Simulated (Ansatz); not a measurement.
The structure in question:

```
Li F
1.0
     2.88742    0.00000    0.00000
     0.00000    2.88742    0.00000
     0.00000    0.00000    4.08343
Li F
2 2
Direct
  0.50000 0.50000 0.12245
  0.00000 0.00000 0.62245
  0.50000 0.50000 0.50000
  0.00000 0.00000 0.00000
```

Q: What crystal do these data define?

A: Formula: LiF. It is body-centred tetragonal, space group I4mm (No. 107). Atoms per cell: 4 (2 Li, 2 F).

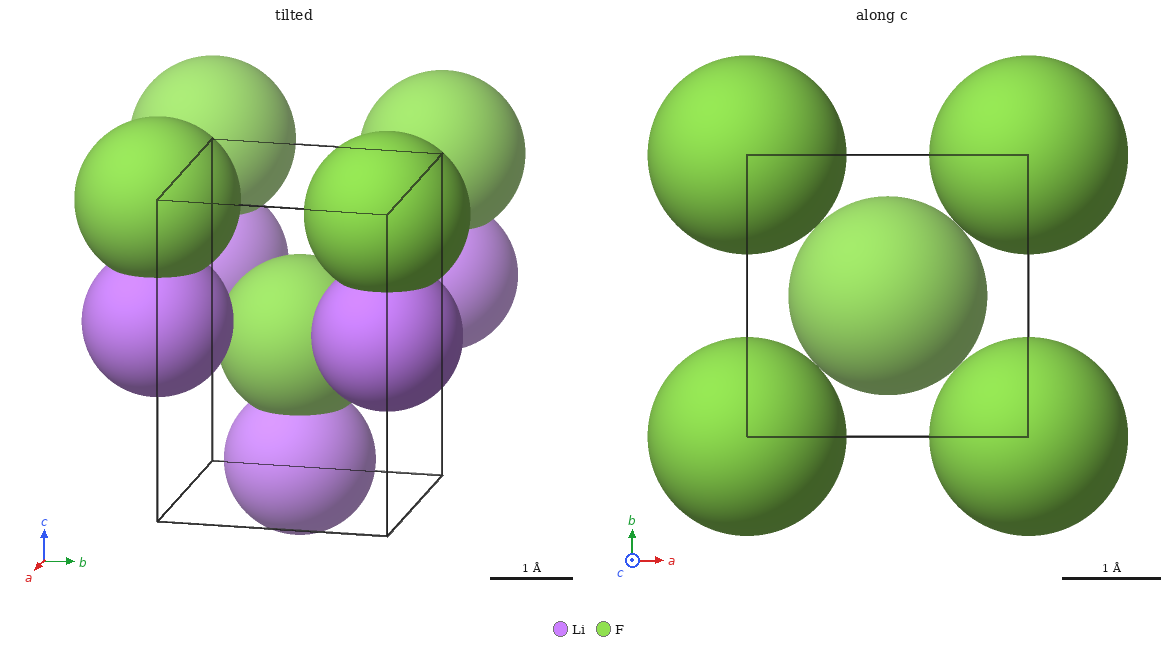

Shown here is a space-filling view of the crystal, taken slightly off an axis and along the c axis. One conventional unit cell is outlined, and atoms on its boundary appear in each equivalent place. Finite groups of bonded atoms are drawn whole. Colours: lithium purple, fluorine green.

Source of the structure: a structure listed in the Materials Project. Earlier steps of the study may have refined or changed the cell and positions. Ansatz was used for an electronic-structure calculation on it.

At this level of theory the cell isn't at rest (compressed, at 9 GPa and forces up to 3.3 eV/Å), so its distances can differ from those at equilibrium, the more so the softer the solid.
